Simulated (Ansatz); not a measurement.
Ti₃H: single-point calculation (part 2 of 2)

The same run, continued: Ti₃H (slab, 4 atoms in the cell); DFT PBE, scalar-relativistic, plane waves, PAW, PAW set soft_1, spin-polarised (Ansatz 0.2.0); cutoff 420 eV, 9×9×1 k-mesh, Gaussian smearing of 0.1 eV, collinear spins. The structure derives from an entry of the Crystallography Open Database.

Geometry of the input (Å; fractional positions):
```
2.9075  0.0000  0.0000
0.0000  2.9075  0.0000
0.0000  0.0000  20.8060
Ti 0.5000  0.5000  0.1923
Ti 0.0000  0.0000  0.2837
Ti 0.5000  0.5000  0.3752
H  0.5000  0.5000  0.4747
```

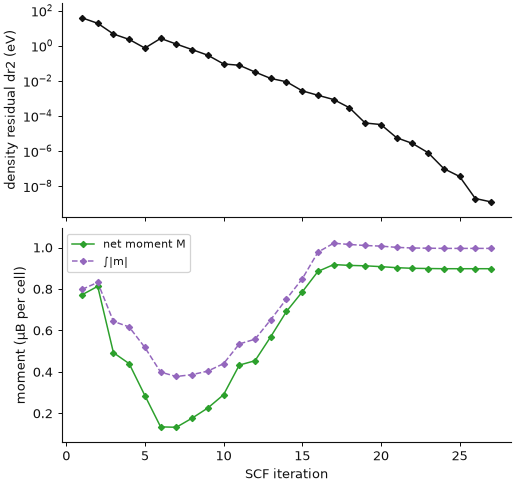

Convergence of the self-consistent field: density residual dr2 and magnetic moment against the SCF iteration. The residual comes down, with one marked jump up, by a factor of about 4, at step 6. The net moment goes from 0.8 to 0.9 μB per cell, with excursions between 0.1 and 0.9 on the way.

```
WARN: The output density's exchange-correlation potential varies sharply where the density is thin. Do not read a vacuum level from v_tot or v_xc, or from such a field of the output density. On a cell that repeats whose density bears no net charge and no dipole along the vacuum's axis use v_es (v_loc + v_h of the components); under efield.dipole_correction with no amplitude use v_es + v_field, which holds any external_charges[].barrier, or the levels of the report's work_function block, which leave it out; under a non-zero efield.amplitude the vacuum is tilted and has no level; on a cell that repeats and bears such a dipole with no correction it is tilted too, and efield.dipole_correction with no amplitude gives each side of its ramp a level where efield: is served; in a cell that repeats whose density bears a net charge (total_charge, or a fill off its count) it is curved and has none; of a slab under crystal.periodic whose density bears no net charge use v_es, which has a level on each side, short of where the two are joined; of another it falls or rises all the way out and has none; of a slab beside external_charges read slab_vacuum_level instead, which it has where they leave it neutral. The grid or the basis barely resolves most such structure, and the values can differ between equally converged runs; as a rule a tighter scf.convergence.dr2_threshold does not remove it. Where the density itself ripples (under the LDA too) a higher basis.ecutwfc lessens it. The files hold the spikes' plane waves up to the density's cutoff. Files: v_tot_of_output_density and the like, and their columns of v_z.tsv (output.write_potential); v_xc_of_output_density and the like, and their columns of v_comp_z.tsv (output.write_potential_components). Measured: with its Gaussian average of σ = 0.25 Å subtracted twice, the exchange-correlation potential is over 0.1 eV at 15 of the grid points where the equally averaged density (valence and model cores) is under 1e-3 e/Å³, and 0.237 eV at the most among them, at an averaged density of 8.7e-9 e/Å³. The input density's (outcome.potential() and, of a run that writes arrays, v_tot and v_xc) is over 0.1 eV, so measured, at 20 points of its own thin density, 0.171 eV at the most. See output.write_potential in the manual, Limitations
SCF converged after 27 iterations
Magnetization: 0.8981 μB (18.9491 up, 18.0509 down)
Absolute magnetization: 1.0005 μB (∫|ρ↑−ρ↓|, with the PAW one-centre terms)
Spin contamination: 0.0381 ħ² per cell (⟨S²⟩ above its minimum at these occupations)
Per-site moments (μB) at R_I (Å): [(0.45937797731384444, 1.155602813296531), (-0.03460406489478793, 1.155602813296531), (0.04128054663458402, 0.8538750001130077), (0.0758115139600033, 0.8538750001130077)]
Free energy (F): -7512.219666 eV
Harris-Foulkes:  -7512.219666 eV  (|F-HF|=3.02e-10)
Internal energy: -7512.196246 eV  (E = F + TS)
E sigma→0 (E₀):  -7512.207956 eV
Entropy (-TS):   -0.023420 eV (-5.855 meV/atom)
Fermi energy:    0.150235 eV
Dipole field:    D = -0.135924 V/Å  (p = -0.132122 e·Å, saw-weighted, corrected)
Work function:   Φ+ = 6.9026 eV   Φ− = 4.0745 eV
Levels:          The Fermi level and band energies are counted from a zero that moves with the ramp; work functions are not
--- Per-component energies (eV) ---
  E_band       = -942.628665
  E_kinetic    = 853.852187
  E_local      = -28783.507810  (includes V_loc(G=0)·N_el)
  E_nonlocal   = 182.845139
  E_hartree    = 13888.018494
  E_xc         = -354.583163
  E_vxc        = -444.085408  (∫ρ·V_xc dr)
  E_paw        = -3127.458147  (= ΣΔE_a)
  E_vpaw       = -523.121369  (= ΣTr[D̂ρ^β])
  E_aug_tail   = -0.001009  (compensation charges beyond the density's cutoff)
  E_efield     = 0.008979  (sawtooth field / dipole correction)
  E_vefield    = -4.647281  (∫n·V_field dr)
  E_ewald      = 9828.629082
  E_smearing   = -0.023420  (= −TS)
  E_closure    = 0.000000  (closes the sum)
  Σ components = -7512.219666   (vs F -7512.219666, Δ=0.00e0)
--- Forces (eV/Å), atoms counted from 1 ---
  atom   1  Ti    -0.00000000     0.00000000    -0.16782047
  atom   2  Ti     0.00000000     0.00000000    -0.17852624
  atom   3  Ti     0.00000000     0.00000000     1.64636194
  atom   4  H      0.00000000     0.00000000    -1.30002755
  max |Σ_I F_I| component: 1.23e-5 eV/Å
--- Band table (eV; the first three rows and the last of 30) ---
  k-point 0 ↑: bands = ["-56.7963", "-56.5796", "-56.1356", "-33.2557", "-32.8675", "-32.8242", "-32.8242", "-32.6718", "-32.6718", "-32.2641", "-32.2347", "-32.2347", "-5.2146", "-3.6206", "-2.5190", "-1.8894", "-1.4977", "-0.5295", "-0.0996", "0.9137", "1.2111", "1.2111", "2.0864"]
  k-point 1 ↑: bands = ["-56.7908", "-56.5739", "-56.1324", "-33.2504", "-32.8971", "-32.8391", "-32.8186", "-32.7202", "-32.6665", "-32.2720", "-32.2536", "-32.2347", "-4.9609", "-3.4058", "-2.3288", "-1.7562", "-1.3760", "-0.4633", "-0.0579", "0.9495", "1.1856", "1.2403", "1.8595"]
  k-point 2 ↑: bands = ["-56.7769", "-56.5593", "-56.1243", "-33.2403", "-33.0016", "-32.8537", "-32.8280", "-32.8046", "-32.6526", "-32.3517", "-32.2434", "-32.2348", "-4.2572", "-2.8584", "-1.9010", "-1.4067", "-1.0420", "-0.2897", "-0.0081", "1.0870", "1.2248", "1.2668", "1.3682"]
  k-point 14 ↓: bands = ["-56.4419", "-56.2937", "-56.1099", "-32.9846", "-32.9841", "-32.8114", "-32.8018", "-32.6652", "-32.6063", "-32.4825", "-32.4711", "-32.3473", "-1.9752", "-1.8100", "-1.0430", "-1.0314", "-1.0198", "0.1688", "0.2305", "0.5532", "2.4935", "2.5556", "2.7732"]
--- Löwdin populations: 4 sites ---
  site symbol       q [e]    m [muB]
     0     Ti     11.8581     0.7234
     1     Ti     11.8864    -0.0507
     2     Ti     11.6744     0.0796
     3      H      1.1821     0.0945
  spilling = 0.010783 (of n_electrons = 37.000000)
```

## File populations.tsv
```
# site	symbol	l	j	q_up	q_dn
# orbitals = lowdin
# n_electrons = 37.000000
# spilling = 0.010783
0	Ti	0_3S	-	0.983793	0.983489
0	Ti	0_4S	-	0.510389	0.422779
0	Ti	1_3P	-	2.994024	2.992785
0	Ti	2_3D	-	1.802530	1.168318
1	Ti	0_3S	-	0.974993	0.974262
1	Ti	0_4S	-	0.453834	0.441419
1	Ti	1_3P	-	2.994476	2.993030
1	Ti	2_3D	-	1.494569	1.559837
2	Ti	0_3S	-	0.980853	0.980582
2	Ti	0_4S	-	0.432099	0.425006
2	Ti	1_3P	-	2.993840	2.993449
2	Ti	2_3D	-	1.470226	1.398379
3	H	0_1S	-	0.638280	0.543806
```

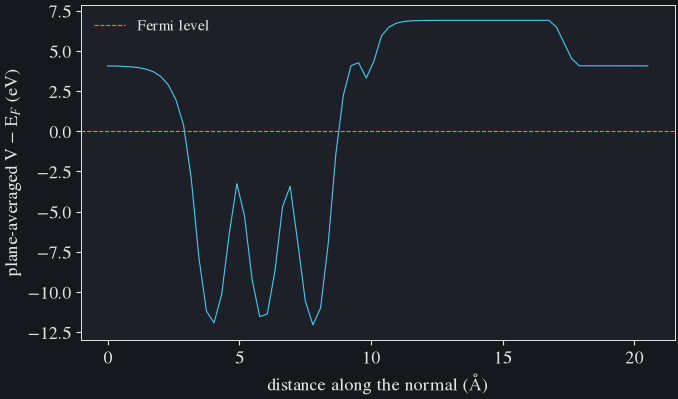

Plane average of the electrostatic potential energy of an electron across the cell, from the Fermi level. The vacuum level lies 6.90 eV above the Fermi level on the upper side and 4.07 eV on the lower.

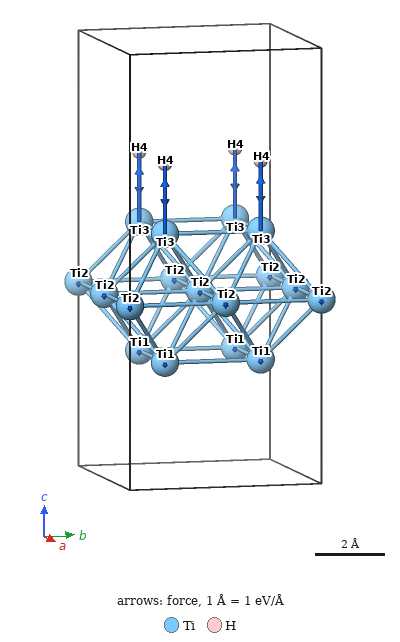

Forces on the atoms as blue arrows (ball-and-stick view of the 2 × 2 repeat of the cell, with the vacuum cut short, seen slightly off an axis; atoms are numbered from 1 in the order of the input). The largest act on Ti3 (1.65 eV/Å); H4 (1.30 eV/Å). The geometry is not a stationary point of this energy.

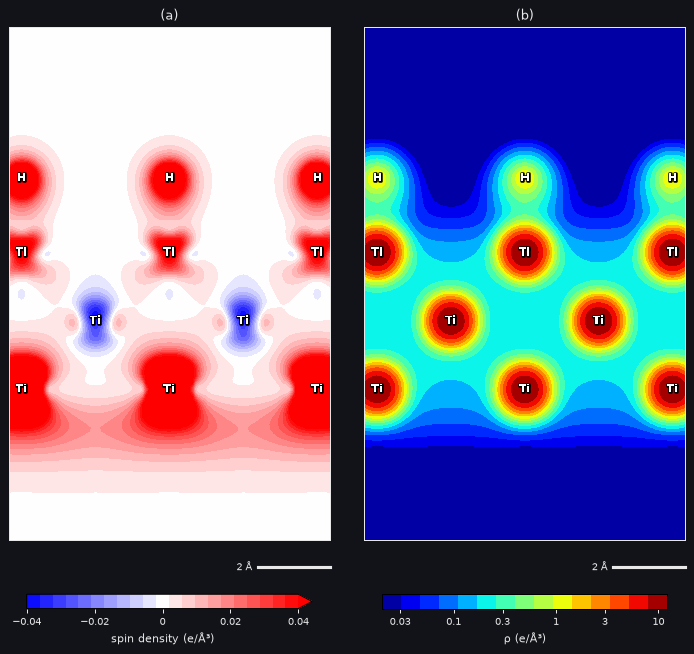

(a) magnetisation density (up minus down); (b) valence pseudo-density on the (110) plane of the calculation cell, a cut from vacuum to vacuum. Atoms in the plane: Ti and H. Ti–H (2.07 Å): ρ is about 0.41 e/Å³ halfway, with its minimum of 0.34 e/Å³ about 1.2 Å from Ti. Ti–Ti (2.80 Å): the density is about 0.22 e/Å³ at the midpoint. The density dies away to nearly zero in the vacuum. The spin density sits on Ti: +0.5 μB in one cell of 4 atoms: a single local moment. The cell of the calculation (4 atoms) carries 0.9 μB net. In a PAW calculation such maps are meaningful between the atoms, not at the nuclei.

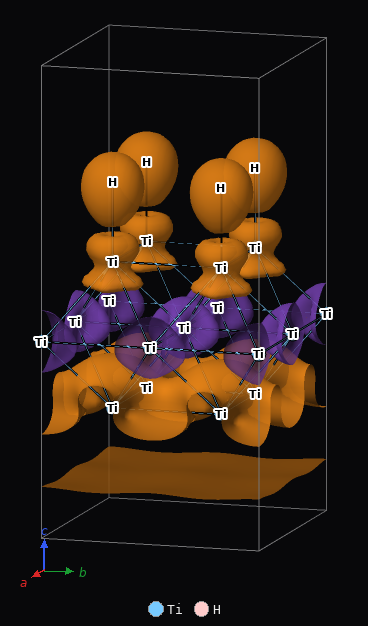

Isosurfaces of the magnetisation density (up minus down) at +0.01 (orange) and −0.01 e/Å³ (purple), seen slightly off an axis. Sticks mark near contacts. The spin density sits on Ti: +0.5 μB in one cell of 4 atoms: a single local moment. The cell of the calculation (4 atoms) carries 0.9 μB net.

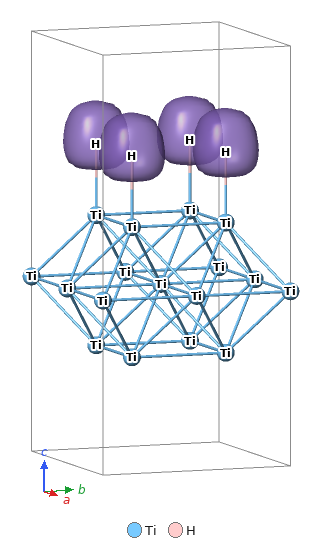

Isosurface of the ELF at 0.85 (purple), seen slightly off an axis. Only the valence region is drawn (cores and ρ < 0.01 e/Å³ removed). Sticks mark near contacts. Values along the shortest contacts: Ti–H (2.07 Å): the ELF climbs to about 1 towards the hydrogen, as it does in any bond to H. Ti–Ti (2.80 Å): the ELF is about 0.20 at the midpoint (no localised pair between them).

## Results in brief

| quantity | value |
| --- | --- |
| outcome | converged |
| electrons treated | 37 |
| free energy | −7512.2197 eV |
| work function, top face | 6.90 eV |
| work function, bottom face | 4.07 eV |
| Fermi energy | 0.150 eV |
| gap on the k-point mesh | none (metallic) |
| net moment of the cell | 0.90 μB |
| integrated absolute moment | 1.00 μB |
| work function (upper face) | 6.90 eV |
| largest force (length of the vector) | 1.646 eV/Å |
| hardware | 1 thread of Arm Neoverse V1, 24 GiB of memory available, shared host |
| wall time | 42 s |
| peak memory | 0.39 GiB |

## Remarks

The electronic state found may not be the lowest one. Warnings of the run: the exchange-correlation potential is rough where the density is thin.
